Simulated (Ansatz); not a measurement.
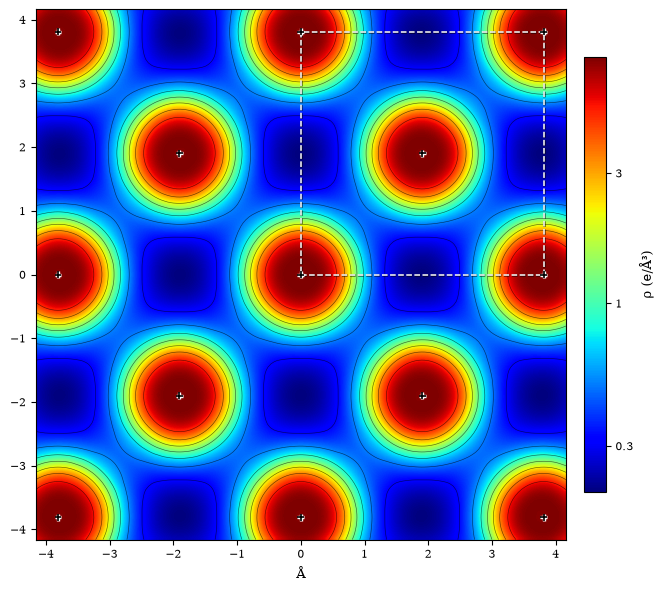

The valence charge density (pseudo) on a plane through atoms (crosses mark nuclei in the plane).

Method: Ansatz, DFT, PBEsol, PAW with Ansatz's default frozen-core files, scalar-relativistic.

Candidates:
A. KCl, a = 3.66 Å, b = 3.66 Å, c = 3.66 Å, α = 90.00°, β = 90.00°, γ = 90.00°. Space group Pm-3m.
B. Os, a = 3.81 Å, b = 3.81 Å, c = 3.81 Å, α = 90.00°, β = 90.00°, γ = 90.00°. Space group Fm-3m; computed pressure about 4 GPa in this cell; computed without spin polarisation.
C. C, a = 2.42 Å, b = 2.46 Å, c = 3.53 Å, α = 71.37°, β = 82.65°, γ = 61.29°. Space group P-1; changed on purpose from its base cell (equal xy, yz and zx shear strains of -3 %, PAW files); not relaxed (largest force 0.4 eV/Å).

Q: Which system is this?

A: Candidate B: Os on the (100) plane of the conventional cell, which holds Os. Os–Os (2.69 Å): ρ at the midpoint is about 0.47 e/Å³.
